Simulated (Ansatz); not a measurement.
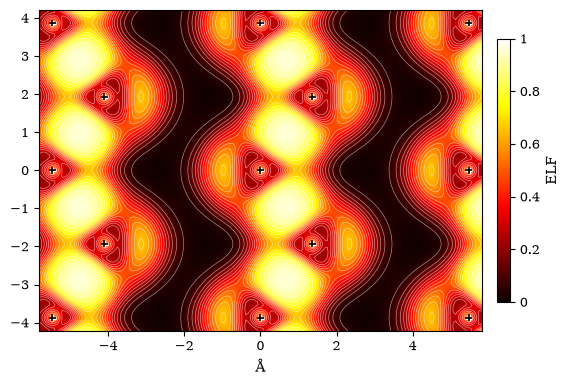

The ELF on a plane through atoms (crosses mark nuclei in the plane).

Method: Ansatz 0.2.0, DFT PBE, scalar-relativistic, plane waves, PAW.

Candidates:
A. C, a = 2.47 Å, b = 2.47 Å, c = 25.73 Å, α = 90.00°, β = 90.00°, γ = 120.00°. Space group R-3m; a structure from a database of computed crystals, not necessarily the ambient phase.
B. Si, a = 5.47 Å, b = 5.47 Å, c = 5.47 Å, α = 90.00°, β = 90.00°, γ = 90.00°. Space group Fd-3m; a structure from a database of computed crystals, not necessarily the ambient phase.

Q: Which candidate gave the map?

A: Candidate B: Si on the (011) plane of the conventional cell, which holds Si. Si–Si (2.37 Å): the ELF peaks at about 0.95 between the atoms (a shared electron pair).
